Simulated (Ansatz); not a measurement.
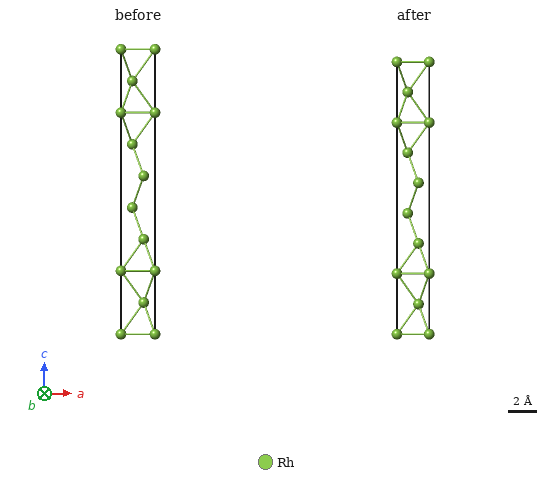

The structure of solid Rh (built on the samarium (9R)_166 type) (coarse preliminary run) before (left) and after (right) a relaxation, at one scale.

The picture is a ball-and-stick view of the conventional cell (3 times the calculation's cell), seen along the b axis. Lengths and directions refer to the drawn axes.

Case: samarium (9R) type (R-3m, No. 166).

Level of theory: Ansatz 0.2.0, DFT r2SCAN, scalar-relativistic, plane waves, PAW. Settings: plane-wave cutoff 500 eV; k-point mesh 9 × 9 × 9; occupations gaussian; smearing width 0.1 eV; no spin polarisation; cell and atoms relaxed; force threshold 0.04 eV/Å; at most 70 steps.

**Summarise the run.**

The largest moves relative to the cell, 0.009 Å, are those of Rh atoms. Cell: a = b 2.842 → 2.694 Å (−5.2 %), c 20.603 → 19.689 Å (−4.4 %). Volume −14.1 %. Near-neighbour distances that change, for instance: Rh–Rh 2.842 → 2.694 Å, Rh–Rh 2.817 → 2.677 Å, Rh–Rh 2.817 → 2.699 Å. The space group stays R-3m (No. 166). After 3 accepted moves (4 points after the start) the energy has fallen by 239 meV per atom. The largest force component goes from 0.12 to 0.0018 eV/Å. Pressure: −28.67 GPa at the start and −0.05 GPa at the end. The SCF was repeated once at an unchanged geometry on a basis and grid sized afresh for the cell, which shifted the energy by 0.3 meV per atom at most. The run took roughly 50 core-seconds on a shared host.
